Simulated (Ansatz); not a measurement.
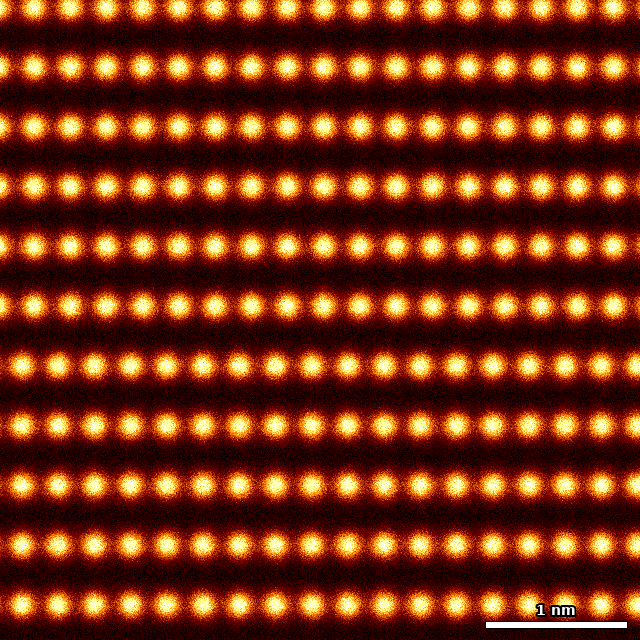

Integrated-DPC-like image of Rb (P6_3/mmc, No. 194) along [210]. Simulated as the projected potential of neutral atoms (B = 0.5 Å²) blurred by a 1.24 Å probe, the thin-sample limit of integrated differential phase contrast. Shot noise was added.

One planar defect was built into the perfect crystal by geometry alone, without relaxation. Host structure: the input geometry of a calculation; the starting structure was generated, so it need not be a known form of this composition.

### Find the planar defect and say what kind it is.

A planar fault (a stacking fault) runs horizontally about 24 Å below the top edge. The part above it is shifted along the boundary by 1/3 of the 2.60 Å repeat of the rows (0.9 Å to the right, the same as 1.7 Å to the left); both parts keep the same orientation.
